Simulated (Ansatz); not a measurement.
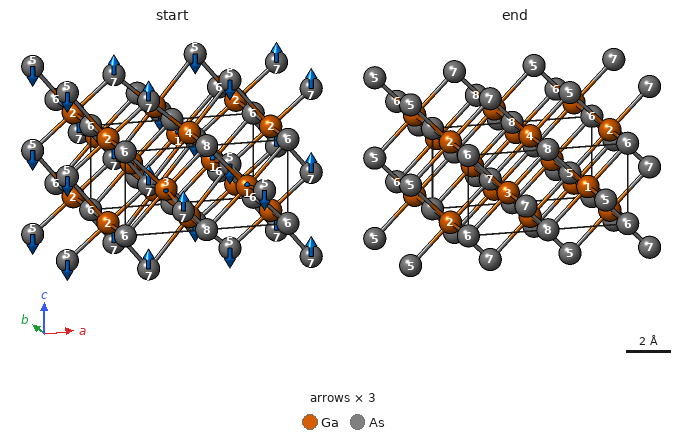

The structure of solid GaAs (a generated structure, set up in Pmma) before (left) and after (right) a relaxation, at one scale. The blue arrows give the displacements (the part carried along by the change of the cell is left out), magnified 3 times.

Style: ball-and-stick. Shown: the cell of the calculation, repeated 1 × 2 × 1 with one cell outlined, slightly off an axis.

Level of theory: Ansatz, DFT PBE, scalar-relativistic, plane waves, PAW. (plane-wave cutoff 420 eV; k-point mesh 6 × 8 × 10; occupations gaussian; smearing width 0.1 eV; no spin polarisation; cell and atoms relaxed; force threshold 0.01 eV/Å; at most 80 steps)

> Describe what moved and what it gained.

The largest moves relative to the cell, 0.32 Å, are those of As5 and As7. As5 goes along −c. Largest moves by element: As 0.32 Å, Ga 0.08 Å. The volume changes by −3.1 %, with a 7.812 → 7.657 Å (−2.0 %), b 5.231 → 5.403 Å (+3.3 %), c 3.962 → 3.791 Å (−4.3 %). Among the contacts that change: Ga2–As5 3.033 → 2.694 Å, Ga1–As6 2.840 → 2.694 Å, Ga2–As5 (another image) 2.551 → 2.694 Å, Ga2–As6 2.616 → 2.702 Å. Among the angles between lasting bonds that change: As5–Ga1–As5 161.8° → 180.0°, Ga1–As5–Ga1 161.8° → 180.0°, Ga2–As5–Ga4 99.9° → 90.6°. The space group (tolerance 0.01 Å) goes from Pmma (No. 51) to Immm (No. 71). The energy falls by 25.9 meV per atom in 7 accepted moves (8 points after the start). The largest force component goes from 0.4 to under 0.0001 eV/Å. Pressure: −0.54 GPa at the start and 0.00 GPa at the end. The SCF was repeated once at an unchanged geometry on a basis and grid sized afresh for the cell, which shifted the energy by 0.2 meV per atom at most.
